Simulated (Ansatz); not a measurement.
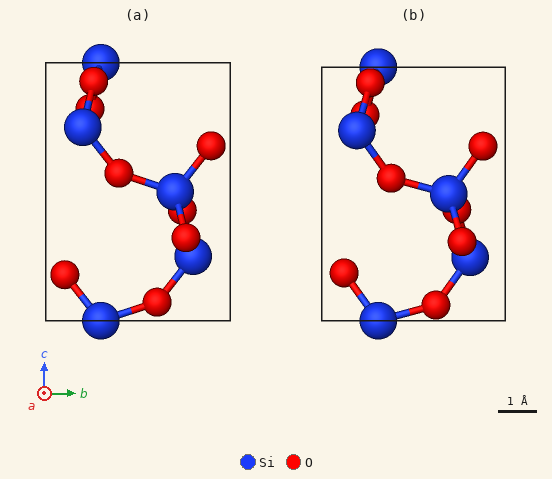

The structure of a crystal of SiO$_{2}$ (set up in P4_12_12) before (left) and after (right) a relaxation, at one scale.

The picture is a ball-and-stick view of the cell of the calculation, seen along the a axis.

The run lets cell and atoms move.

Method: Kohn-Sham DFT of a periodic cell, PBE with D3(BJ)-ATM, Ansatz PAW (Ansatz 0.2.0).

Input file:
```yaml
crystal:
  lattice:
    - [4.982, 0.0, 0.0]
    - [0.0, 4.982, 0.0]
    - [0.0, 0.0, 6.963]
  atoms:
    - { symbol: Si, position: [0.79897, 0.20103, 0.75] }
    - { symbol: Si, position: [0.70103, 0.70103, 0.5] }
    - { symbol: Si, position: [0.20103, 0.79897, 0.25] }
    - { symbol: Si, position: [0.29897, 0.29897, 0.0] }
    - { symbol: O, position: [0.10347, 0.23989, 0.82187] }
    - { symbol: O, position: [0.26011, 0.60347, 0.07187] }
    - { symbol: O, position: [0.89653, 0.76011, 0.32187] }
    - { symbol: O, position: [0.73989, 0.39653, 0.57187] }
    - { symbol: O, position: [0.60347, 0.26011, 0.92813] }
    - { symbol: O, position: [0.76011, 0.89653, 0.67813] }
    - { symbol: O, position: [0.39653, 0.73989, 0.42813] }
    - { symbol: O, position: [0.23989, 0.10347, 0.17813] }
hamiltonian:
  xc: pbe
  pseudopotentials: { kind: paw }
  dispersion: d3bjatm
kpoints:
  mp_grid: { grid: [6, 6, 4] }
scf:
  occupations: { method: fermi_dirac, width: 0.05 }
output:
  forces: true
  stress: true
  eigenvalues: true
relax:
  f_tol: 0.01
  max_steps: 40
  cell: { stress_tol: 0.05 }
```

Run as
```bash
ansatz run input.yaml --threads 4 --pin off --max-ram 11264MiB --backend cpu --events-out ev --progress --plain --runs-dir out
```

Question: Summarise the run.

Answer: Over 6 accepted moves (8 points after the start) the energy falls by 9.2 meV per atom. The largest force component goes from 0.39 to 0.001 eV/Å. Pressure: 4.91 GPa at the start and −0.03 GPa at the end. At 2 points the geometry stayed and the basis and grid were re-selected for the new cell (energy shift of 0.9 meV per atom at most each time). The largest moves relative to the cell, 0.12 Å, are those of O atoms. By element the largest moves are O 0.12 Å, Si 0.06 Å. The drawn cell changes as follows: a = b 4.982 → 4.957 Å (−0.5 %), c 6.963 → 6.847 Å (−1.7 %); the volume changes by −2.7 %. Near-neighbour distances that change, for instance: O–Si 1.604 → 1.626 Å. Bond angles that change, for instance: Si–O–Si 146.6° → 141.2°. The space group stays P4_12_12 (No. 92).
